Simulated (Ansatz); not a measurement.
## Run report: HfB, geometry relaxation (part 1 of 3)

The run: geometry relaxation of HfB (8 atoms in the cell). Method and program: DFT PBE, scalar-relativistic, plane waves, PAW, spin-polarised (Ansatz 0.2.0).

The structure derives from an entry of the Crystallography Open Database. It belongs to a series of runs on one base structure; here: cluster of 8 atoms cut as a sphere about cell point 1/4, atoms shaken. Figures and captions count atoms from 1; the log counts them from 0 in places.

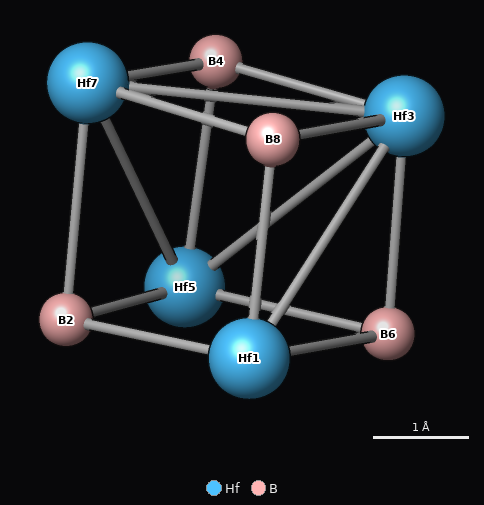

Fig. 1: The starting structure (ball-and-stick view of the molecule without its box, seen at a tilt; atoms are numbered from 1 in the order of the input). Bond lengths as drawn: B–Hf 2.17 to 2.59 Å and Hf–Hf 3.36 to 3.47 Å.

Input
```yaml
crystal:
  lattice:
    - [10.9, 0.0, 0.0]
    - [0.0, 11.2, 0.0]
    - [0.0, 0.0, 11.5]
  atoms:
    - { symbol: Hf, position: [0.3883542108, 0.3927751328, 0.3949092378], spin: 1.2 }
    - { symbol: B, position: [0.6128218593, 0.3807870008, 0.4046492129], spin: 0.4 }
    - { symbol: Hf, position: [0.3924650253, 0.603006618, 0.6049569618], spin: 1.2 }
    - { symbol: B, position: [0.6099731439, 0.6099077244, 0.5937042613], spin: 0.4 }
    - { symbol: Hf, position: [0.6218984139, 0.3877821288, 0.6037791268], spin: 1.2 }
    - { symbol: B, position: [0.3847351512, 0.3931120209, 0.610219294], spin: 0.4 }
    - { symbol: Hf, position: [0.6214519166, 0.6081111334, 0.4056294768], spin: 1.2 }
    - { symbol: B, position: [0.3916304863, 0.604095411, 0.39509233], spin: 0.4 }
basis:
  ecutwfc: 420
kpoints:
  mp_grid: { grid: [1, 1, 1] }
hamiltonian:
  xc: pbe
scf:
  occupations: { method: gaussian, width: 0.05 }
output:
  forces: true
  eigenvalues: true
  populations: true
  write_density: true
  write_potential: true
  elf: true
  volumetric_format: npy
magnetization:
  spin_polarized: true
relax:
  adjacent_minimum: "off"
  f_tol: 0.03
  max_steps: 40
```

Run on 4 threads of Arm Neoverse V2, 24 GiB of memory available, shared host.

Launch command:
```bash
ansatz run input.yaml --threads 4 --pin off --max-ram 11264MiB --backend cpu --events-out ev --progress --plain --runs-dir out
```

Output
```
Engine: ansatz 0.2.0, aarch64-unknown-linux-gnu
Pseudopotentials: kind: paw
Pseudopotential: Hf, paw, valence charge 26, recommended cutoff 420 eV (normal), Hf.paw.azcp
Pseudopotential: B, paw, valence charge 3, recommended cutoff 420 eV (normal), B.paw.azcp
Functional definition: PBE
  parameter kappa = 0.804
  parameter beta = 0.06672455060314922
  exchange = pbe_x(kappa = kappa, mu = beta*pi^2/3)
  correlation = pbe_c(beta = beta)
Crystal: 8 atoms, lattice volume = 1403.920 Å³
Basis set: ecut = 420 eV, 27463 PW (Γ), exchange–correlation on 150×150×160 points (8 copies of the dense FFT grid, shifted against one another)
Bands: 74, of which v1, the nominal top of the filled ones, is band 58 counted from 1 (57 counted from 0)
Symmetry: 1 space group operations
Space group: P1 (ITA 1), of the structure as read, at distance tolerance 1.1e-4 Å
Magnetic group: BNS 1.1 (UNI 1), of the structure as read, at distance tolerance 1.1e-4 Å
k-points: 1
Non-local potential: Hf, projectors of the file, l = 0: 3, l = 1: 2, l = 2: 2, l = 3: 3
Non-local potential: B, projectors of the file, l = 0: 2, l = 1: 2, l = 2: 1
PAW form: soft (Blöchl's): semilocal exchange-correlation on the pseudo side does not see the compensation charge
PAW one-centre angular grid: Hf, 590 points (default); XC on 64 Gauss nodes
PAW one-centre angular grid: B, 110 points (default); XC on 64 Gauss nodes
Initial density: superposition of atomic densities (neutral atoms: chi_scale 0, normalization atom)
Starting moments: Σ|m| = 6.4 μB on 8 of 8 sites
Initial wavefunctions: pseudopotential atomic-orbital guess
Functional: x = pbe(κ = 0.804, μ = 0.2195149727645171), c = pbe(β = 0.06672455060314922)
SCF iter   1: F=—  HF=-63483.526124 eV  |F-HF|=—  |Δ(HF+E_count)|=         —  Δρ=1.69e-2 (↑1.69e-2 ↓1.30e-2)  dr2=4.31e1  dr2_m=3.60e-1  M=4.000 μB ∫|m|=4.009 μB  β_m=0.30  ethr=3.10e-3  ⟨swp⟩=7.0  Hψ=560  notcnv=0
Mixer restart at iter 1: flushing history
preconditioner: auto → Resta (q_TF=auto, 1.801 Å⁻¹)  ε∞=1.7  [insulator: Δε(μ)=0.177 eV  Ē_g=11.088 eV  σ=0.050 eV  W_gap=0.99  n_scr=138 (ndim 8)  ℏωp=9.1 eV  f_vac=0.756  D(μ)=1.16/eV (n_scr^D=0)  ε∞_Penn≈1.7  vacuum switching on, ρ_ref=8.9e-3 e/Å³]
spin=Collinear: Resta preconditioning applied to the charge; magnetization (m = ρ↑ − ρ↓) channel mixes plain (no charge-response kernel on spin).
SCF iter   2: F=—  HF=-63488.078256 eV  |F-HF|=—  |Δ(HF+E_count)|=    4.55e0  Δρ=7.77e-3 (↑7.77e-3 ↓6.81e-3)  dr2=5.71e0  dr2_m=1.48e-1  M=4.000 μB ∫|m|=4.010 μB  β_m=0.38  ethr=3.10e-3  ⟨swp⟩=4.0  Hψ=345  notcnv=0  defer=12
SCF iter   3: F=—  HF=-63490.558958 eV  |F-HF|=—  |Δ(HF+E_count)|=    2.48e0  Δρ=3.63e-3 (↑3.63e-3 ↓3.62e-3)  dr2=5.92e-1  dr2_m=4.42e-2  M=4.000 μB ∫|m|=4.026 μB  β_m=0.49  ethr=3.10e-3  ⟨swp⟩=3.0  Hψ=238  notcnv=0  defer=12
SCF iter   4: F=—  HF=-63490.779587 eV  |F-HF|=—  |Δ(HF+E_count)|=   2.21e-1  Δρ=2.30e-3 (↑2.30e-3 ↓2.27e-3)  dr2=1.03e0  dr2_m=1.88e-2  M=4.000 μB ∫|m|=4.041 μB  β_m=0.40  ethr=5.11e-4  ⟨swp⟩=4.0  Hψ=285  notcnv=0  defer=12
SCF iter   5: F=—  HF=-63490.847789 eV  |F-HF|=—  |Δ(HF+E_count)|=   6.82e-2  Δρ=1.29e-3 (↑1.29e-3 ↓1.12e-3)  dr2=1.12e-1  dr2_m=9.25e-3  M=4.000 μB ∫|m|=4.063 μB  β_m=0.40  ethr=5.11e-4  ⟨swp⟩=4.0  Hψ=211  notcnv=0  defer=12
SCF iter   6: F=—  HF=-63490.908136 eV  |F-HF|=—  |Δ(HF+E_count)|=         —  Δρ=6.75e-4 (↑6.75e-4 ↓6.52e-4)  dr2=7.79e-3  dr2_m=3.67e-3  M=4.000 μB ∫|m|=4.089 μB  β_m=0.40  ethr=9.62e-5  ⟨swp⟩=2.0  Hψ=220  notcnv=0  defer=12
SCF iter   7: F=—  HF=-63490.913665 eV  |F-HF|=—  |Δ(HF+E_count)|=   5.53e-3  Δρ=4.26e-4 (↑3.75e-4 ↓4.26e-4)  dr2=3.77e-3  dr2_m=1.47e-3  M=4.000 μB ∫|m|=4.106 μB  β_m=0.52  ethr=6.71e-6  ⟨swp⟩=2.0  Hψ=178  notcnv=0  defer=12
SCF iter   8: F=—  HF=-63490.917467 eV  |F-HF|=—  |Δ(HF+E_count)|=   3.80e-3  Δρ=2.79e-4 (↑2.67e-4 ↓2.79e-4)  dr2=8.38e-3  dr2_m=6.24e-4  M=4.000 μB ∫|m|=4.120 μB  β_m=0.42  ethr=3.25e-6  ⟨swp⟩=2.5  Hψ=197  notcnv=0  defer=12
SCF iter   9: F=—  HF=-63490.918110 eV  |F-HF|=—  |Δ(HF+E_count)|=   6.43e-4  Δρ=1.69e-4 (↑1.69e-4 ↓1.49e-4)  dr2=4.30e-4  dr2_m=2.70e-4  M=4.000 μB ∫|m|=4.128 μB  β_m=0.55  ethr=3.25e-6  ⟨swp⟩=2.0  Hψ=184  notcnv=0  defer=12
SCF iter  10: F=—  HF=-63490.918775 eV  |F-HF|=—  |Δ(HF+E_count)|=   6.65e-4  Δρ=1.02e-4 (↑5.18e-5 ↓1.02e-4)  dr2=3.83e-4  dr2_m=5.17e-5  M=4.000 μB ∫|m|=4.137 μB  β_m=0.50  ethr=3.71e-7  ⟨swp⟩=2.5  Hψ=227  notcnv=0  defer=12
SCF iter  11: F=—  HF=-63490.918916 eV  |F-HF|=—  |Δ(HF+E_count)|=   1.41e-4  Δρ=5.29e-5 (↑3.35e-5 ↓5.29e-5)  dr2=5.53e-5  dr2_m=1.78e-5  M=4.000 μB ∫|m|=4.140 μB  β_m=0.61  ethr=3.30e-7  ⟨swp⟩=2.0  Hψ=178  notcnv=0  defer=12
SCF iter  12: F=—  HF=-63490.918977 eV  |F-HF|=—  |Δ(HF+E_count)|=   6.07e-5  Δρ=4.46e-5 (↑2.37e-5 ↓4.46e-5)  dr2=1.19e-4  dr2_m=1.04e-5  M=4.000 μB ∫|m|=4.141 μB  β_m=0.56  ethr=4.76e-8  ⟨swp⟩=3.5  Hψ=277  notcnv=0  defer=12
SCF iter  13: F=—  HF=-63490.918992 eV  |F-HF|=—  |Δ(HF+E_count)|=   1.51e-5  Δρ=2.95e-5 (↑1.64e-5 ↓2.95e-5)  dr2=2.23e-5  dr2_m=5.15e-6  M=4.000 μB ∫|m|=4.141 μB  β_m=0.58  ethr=4.76e-8  ⟨swp⟩=2.0  Hψ=197  notcnv=0  defer=12
SCF iter  14: F=—  HF=-63490.919014 eV  |F-HF|=—  |Δ(HF+E_count)|=   2.22e-5  Δρ=2.08e-5 (↑1.08e-5 ↓2.08e-5)  dr2=1.01e-5  dr2_m=2.47e-6  M=4.000 μB ∫|m|=4.141 μB  β_m=0.59  ethr=1.92e-8  ⟨swp⟩=3.5  Hψ=292  notcnv=0  defer=12
SCF iter  15: F=—  HF=-63490.919022 eV  |F-HF|=—  |Δ(HF+E_count)|=   7.95e-6  Δρ=9.03e-6 (↑8.15e-6 ↓9.03e-6)  dr2=5.28e-6  dr2_m=5.46e-7  M=4.000 μB ∫|m|=4.141 μB  β_m=0.59  ethr=8.71e-9  ⟨swp⟩=18.0  Hψ=1432  notcnv=0
SCF iter  16: F=-63490.919024 eV  HF=-63490.919024 eV  |F-HF|=2.08e-7  |Δ(HF+E_count)|=   2.13e-6  Δρ=5.80e-6 (↑3.10e-6 ↓5.80e-6)  dr2=1.00e-6  dr2_m=1.90e-7  M=4.000 μB ∫|m|=4.141 μB  ethr=4.55e-9  ⟨swp⟩=11.0  Hψ=1087  notcnv=0
SCF 1 converged in 16 iterations: F = -63490.919024 eV  dr2 = 1.00e-6
  greatest PAW one-centre occupation: 0.998 electrons in one spin orbital (limit 2), on the Hf atom at site 4 (counted from 0), in its partial waves of l = 3
relax step   1: F+E_penalty+E_count = -63490.91902412 eV  Δ(F+E_penalty+E_count) = +0.000e0 eV  max|allowed force component| = 2.567e0 eV/Å  Δτ_max = 0.0000 Å  (16 SCF iters, dr2 threshold 2.25e-5 eV, accepted)
Initial density: handed on by an earlier stage of this run
Starting moments: Σ|m| = 6.4 μB on 8 of 8 sites; this step starts from the density that it was given
Initial wavefunctions: those handed on with the density
iter 1 solved again at ethr=1.22e-3 eV; its pass at ethr=3.10e-3 eV (dr2=1.41e0 eV) is discarded
SCF iter   1: F=—  HF=-63492.806706 eV  |F-HF|=—  |Δ(HF+E_count)|=         —  Δρ=8.49e-3 (↑8.49e-3 ↓7.01e-3)  dr2=1.42e0  dr2_m=5.66e-1  M=4.000 μB ∫|m|=4.152 μB  β_m=0.30  ethr=1.22e-3  ⟨swp⟩=1.0  Hψ=531  notcnv=0  defer=5
preconditioner: auto → Resta (q_TF=auto, 1.801 Å⁻¹)  ε∞=1.7  [insulator: Δε(μ)=0.130 eV  Ē_g=10.959 eV  σ=0.050 eV  W_gap=0.93  n_scr=138 (ndim 8)  ℏωp=9.1 eV  f_vac=0.800  D(μ)=4.16/eV (n_scr^D=6)  ε∞_Penn≈1.7  vacuum switching on, ρ_ref=8.7e-3 e/Å³]
spin=Collinear: Resta preconditioning applied to the charge; magnetization (m = ρ↑ − ρ↓) channel mixes plain (no charge-response kernel on spin).
SCF iter   2: F=—  HF=-63492.944321 eV  |F-HF|=—  |Δ(HF+E_count)|=   1.38e-1  Δρ=6.12e-3 (↑6.12e-3 ↓4.64e-3)  dr2=2.60e-1  dr2_m=3.01e-1  M=4.000 μB ∫|m|=4.149 μB  β_m=0.46  ethr=1.22e-3  ⟨swp⟩=3.0  Hψ=202  notcnv=0  defer=13
SCF iter   3: F=—  HF=-63493.153575 eV  |F-HF|=—  |Δ(HF+E_count)|=   2.09e-1  Δρ=2.28e-3 (↑2.09e-3 ↓2.28e-3)  dr2=6.79e-2  dr2_m=5.23e-2  M=4.000 μB ∫|m|=4.147 μB  β_m=0.51  ethr=2.24e-4  ⟨swp⟩=3.0  Hψ=263  notcnv=0  defer=13
SCF iter   4: F=—  HF=-63493.198336 eV  |F-HF|=—  |Δ(HF+E_count)|=   4.48e-2  Δρ=1.37e-3 (↑7.46e-4 ↓1.37e-3)  dr2=1.54e-1  dr2_m=8.91e-3  M=4.000 μB ∫|m|=4.154 μB  β_m=0.51  ethr=5.85e-5  ⟨swp⟩=2.0  Hψ=288  notcnv=0  defer=13
SCF iter   5: F=—  HF=-63493.200048 eV  |F-HF|=—  |Δ(HF+E_count)|=   1.71e-3  Δρ=5.10e-4 (↑3.42e-4 ↓5.10e-4)  dr2=1.04e-2  dr2_m=1.59e-3  M=4.000 μB ∫|m|=4.155 μB  β_m=0.51  ethr=5.85e-5  ⟨swp⟩=2.0  Hψ=195  notcnv=0  defer=13
SCF iter   6: F=—  HF=-63493.202208 eV  |F-HF|=—  |Δ(HF+E_count)|=   2.16e-3  Δρ=3.43e-4 (↑1.76e-4 ↓3.43e-4)  dr2=3.90e-3  dr2_m=6.67e-4  M=4.000 μB ∫|m|=4.159 μB  β_m=0.49  ethr=9.01e-6  ⟨swp⟩=2.0  Hψ=232  notcnv=0  defer=13
SCF iter   7: F=—  HF=-63493.203215 eV  |F-HF|=—  |Δ(HF+E_count)|=   1.01e-3  Δρ=2.39e-4 (↑1.18e-4 ↓2.39e-4)  dr2=1.68e-3  dr2_m=3.33e-4  M=4.000 μB ∫|m|=4.162 μB  β_m=0.47  ethr=3.36e-6  ⟨swp⟩=2.0  Hψ=176  notcnv=0  defer=13
SCF iter   8: F=—  HF=-63493.203866 eV  |F-HF|=—  |Δ(HF+E_count)|=   6.51e-4  Δρ=1.89e-4 (↑8.46e-5 ↓1.89e-4)  dr2=5.15e-4  dr2_m=2.10e-4  M=4.000 μB ∫|m|=4.163 μB  β_m=0.60  ethr=1.45e-6  ⟨swp⟩=2.0  Hψ=177  notcnv=0  defer=13
SCF iter   9: F=—  HF=-63493.204586 eV  |F-HF|=—  |Δ(HF+E_count)|=   7.20e-4  Δρ=1.23e-4 (↑5.37e-5 ↓1.23e-4)  dr2=7.45e-4  dr2_m=7.14e-5  M=4.000 μB ∫|m|=4.166 μB  β_m=0.52  ethr=4.44e-7  ⟨swp⟩=3.0  Hψ=259  notcnv=0  defer=13
SCF iter  10: F=—  HF=-63493.204741 eV  |F-HF|=—  |Δ(HF+E_count)|=   1.55e-4  Δρ=7.96e-5 (↑3.72e-5 ↓7.96e-5)  dr2=2.30e-4  dr2_m=3.31e-5  M=4.000 μB ∫|m|=4.167 μB  β_m=0.52  ethr=4.44e-7  ⟨swp⟩=2.0  Hψ=232  notcnv=0  defer=13
SCF iter  11: F=—  HF=-63493.204822 eV  |F-HF|=—  |Δ(HF+E_count)|=   8.16e-5  Δρ=5.49e-5 (↑2.59e-5 ↓5.49e-5)  dr2=6.32e-5  dr2_m=1.64e-5  M=4.000 μB ∫|m|=4.167 μB  β_m=0.56  ethr=1.98e-7  ⟨swp⟩=3.0  Hψ=290  notcnv=0  defer=13
iter 12 did not close the SCF: its close was put off for a magnetic moment that had not settled (scf_convergence_deferred on its scf_iter line)
SCF iter  12: F=-63493.204850 eV  HF=-63493.204861 eV  |F-HF|=1.05e-5  |Δ(HF+E_count)|=   3.85e-5  Δρ=4.03e-5 (↑1.84e-5 ↓4.03e-5)  dr2=4.36e-5  dr2_m=9.29e-6  M=4.000 μB ∫|m|=4.168 μB  β_m=0.77  ethr=5.45e-8  ⟨swp⟩=18.5  Hψ=1421  notcnv=0
iter 13 did not close the SCF: its close was put off for a magnetic moment that had not settled (scf_convergence_deferred on its scf_iter line)
SCF iter  13: F=-63493.204886 eV  HF=-63493.204905 eV  |F-HF|=1.93e-5  |Δ(HF+E_count)|=   4.41e-5  Δρ=2.71e-5 (↑1.72e-5 ↓2.71e-5)  dr2=3.41e-5  dr2_m=4.12e-6  M=4.000 μB ∫|m|=4.168 μB  β_m=0.86  ethr=3.76e-8  ⟨swp⟩=11.0  Hψ=1294  notcnv=0
iter 14 did not close the SCF: its close was put off for a magnetic moment that had not settled (scf_convergence_deferred on its scf_iter line)
SCF iter  14: F=-63493.204903 eV  HF=-63493.204931 eV  |F-HF|=2.77e-5  |Δ(HF+E_count)|=   2.62e-5  Δρ=2.52e-5 (↑9.32e-6 ↓2.52e-5)  dr2=3.74e-5  dr2_m=2.59e-6  M=4.000 μB ∫|m|=4.168 μB  β_m=0.89  ethr=2.94e-8  ⟨swp⟩=12.0  Hψ=1230  notcnv=0
SCF iter  15: F=—  HF=-63493.204953 eV  |F-HF|=—  |Δ(HF+E_count)|=   2.22e-5  Δρ=2.78e-5 (↑1.99e-5 ↓2.78e-5)  dr2=1.31e-4  dr2_m=1.31e-6  M=4.000 μB ∫|m|=4.168 μB  β_m=0.63  ethr=2.94e-8  ⟨swp⟩=2.5  Hψ=270  notcnv=0
SCF iter  16: F=-63493.204939 eV  HF=-63493.204940 eV  |F-HF|=4.82e-7  |Δ(HF+E_count)|=   1.33e-5  Δρ=7.62e-6 (↑4.89e-6 ↓7.62e-6)  dr2=1.65e-6  dr2_m=3.68e-7  M=4.000 μB ∫|m|=4.168 μB  ethr=2.94e-8  ⟨swp⟩=11.5  Hψ=1171  notcnv=0
SCF 2 converged in 16 iterations: F = -63493.204939 eV  dr2 = 1.65e-6
[... from here on the iterations of each SCF are left out, up to the last one ...]
```
